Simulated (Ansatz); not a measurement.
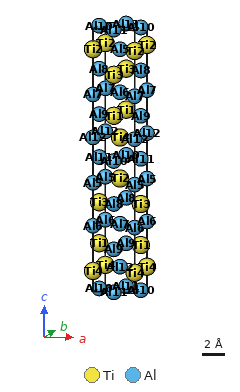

This is the input geometry for a relaxation of crystalline TiAl2 (set up in I4_1/amd). Style: spheres-only. Shown: the conventional cell (2 times the calculation's cell), slightly off an axis. Lengths and directions refer to the drawn axes.

The calculation used Ansatz, DFT LDA, scalar-relativistic, plane waves, PAW.

The input:
```yaml
crystal:
  lattice:
    - [-1.9743548365, 1.9743548365, 12.0765160558]
    - [1.9743548365, -1.9743548365, 12.0765160558]
    - [1.9743548365, 1.9743548365, -12.0765160558]
  atoms:
    - { symbol: Ti, position: [0.67200248, 0.17200248, 0.5] }
    - { symbol: Ti, position: [0.92200248, 0.92200248, 0.0] }
    - { symbol: Ti, position: [0.82799752, 0.32799752, 0.5] }
    - { symbol: Ti, position: [0.07799752, 0.07799752, 0.0] }
    - { symbol: Al, position: [0.41361949, 0.41361949, 0.0] }
    - { symbol: Al, position: [0.25003366, 0.25003366, 0.0] }
    - { symbol: Al, position: [0.74996634, 0.74996634, 0.0] }
    - { symbol: Al, position: [0.33638051, 0.83638051, 0.5] }
    - { symbol: Al, position: [0.16361949, 0.66361949, 0.5] }
    - { symbol: Al, position: [0.49996634, 0.99996634, 0.5] }
    - { symbol: Al, position: [3.366e-05, 0.50003366, 0.5] }
    - { symbol: Al, position: [0.58638051, 0.58638051, 0.0] }
basis:
  ecutwfc: 420
kpoints:
  mp_grid: { grid: [12, 12, 12] }
hamiltonian:
  xc: lda
scf:
  occupations: { method: gaussian, width: 0.1 }
output:
  forces: true
  stress: true
  eigenvalues: true
relax:
  adjacent_minimum: "off"
  f_tol: 0.005
  max_steps: 80
  cell: { stress_tol: 0.05 }
```

Command:
```bash
ansatz run input.yaml --threads 4 --pin off --max-ram 12288MiB --backend cpu --events-out ev --progress --plain --runs-dir out
```

What does the optimiser find from here?

No atom moves by more than 0.005 Å relative to the cell. Cell: a = b 3.949 → 3.897 Å (−1.3 %), c 24.153 → 23.896 Å (−1.1 %). Volume −3.6 %. Some distances before and after: Al5–Al8 2.716 → 2.679 Å, Al10–Al11 2.792 → 2.756 Å, Ti1–Al9 2.799 → 2.763 Å, Ti1–Al12 2.859 → 2.824 Å. The space group stays I4_1/amd (No. 141). The energy falls by 95.3 meV per cell of the calculation in 4 accepted moves (5 points after the start). The largest force component goes from 0.074 to 0.00075 eV/Å. Pressure: −4.24 GPa at the start and −0.03 GPa at the end. At 1 point the geometry stayed and the basis and grid were re-selected for the new cell (energy shift of 2.3 meV per cell of the calculation at most each time). The run took 110 s on 4 threads of Oxide Virtual Turin-like Processor (Zen 5), with other jobs on the host, peak memory 1.4 GiB.

Step by step:

```
step  E − E(0), meV/atom  largest force component, eV/Å  pressure, GPa  volume, Å³/atom                      note
   0                0.00                         0.0740          -4.24           15.692                          
   1               -5.32                         0.1904           2.57           14.811                          
   2               -8.09                         0.0376          -0.11           15.133                          
   3               -8.13                         0.0060          -0.02           15.122                          
   4               -8.13                         0.0007           0.00           15.120                          
   5               -7.94                         0.0007          -0.03           15.120  same geometry, new basis
```

The end point in the same view:

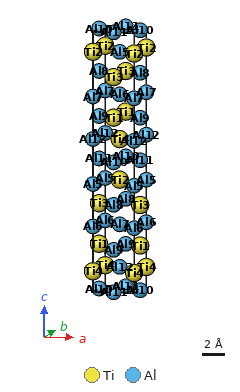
